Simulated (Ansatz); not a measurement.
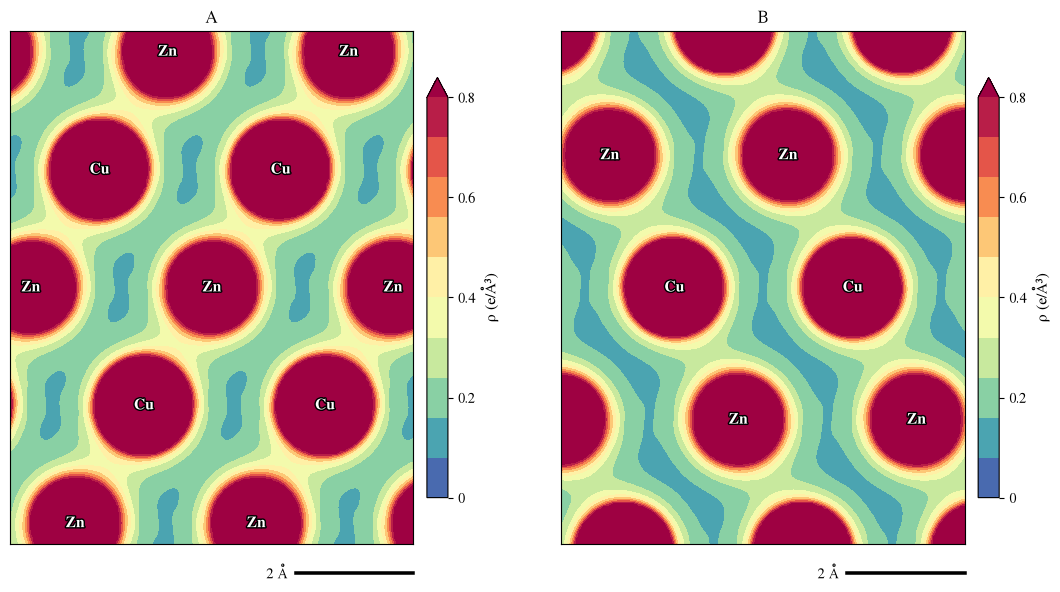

ZnCu. The valence charge density (pseudo) of two cells that differ in size and shape, on the (11̄0) plane of each (indices in the axes of the calculation cell), at one length scale and on one colour scale: A has 14.4 Å³ an atom and B 13.7.

These are results of DFT PBE, scalar-relativistic, plane waves, PAW (Ansatz 0.2.0), not measurements.

Core electrons are frozen (PAW), and the valence fields are smoothed inside the atomic spheres.

The larger cell:

```xyz
2
Lattice="3.0776 -0.1963 -0.1963 -0.1963 3.0776 -0.1963 -0.1963 -0.1963 3.0776" Properties=species:S:1:pos:R:3 pbc="T T T"
Zn    1.3425    1.3425    1.3425
Cu    0.0000    0.0000    0.0000
```

The smaller cell: a = 3.042 Å, b = 3.042 Å, c = 3.042 Å, α = 81.97°, β = 81.97°, γ = 81.97°.

Q: What does the compression do to the bonding and the properties?

A: From the larger cell to the smaller, Zn–Cu goes from 2.33 to 2.51 Å, and the density at its midpoint from 0.39 to 0.28 e/Å³; the pressure goes from −2.5 to −1.2 GPa.
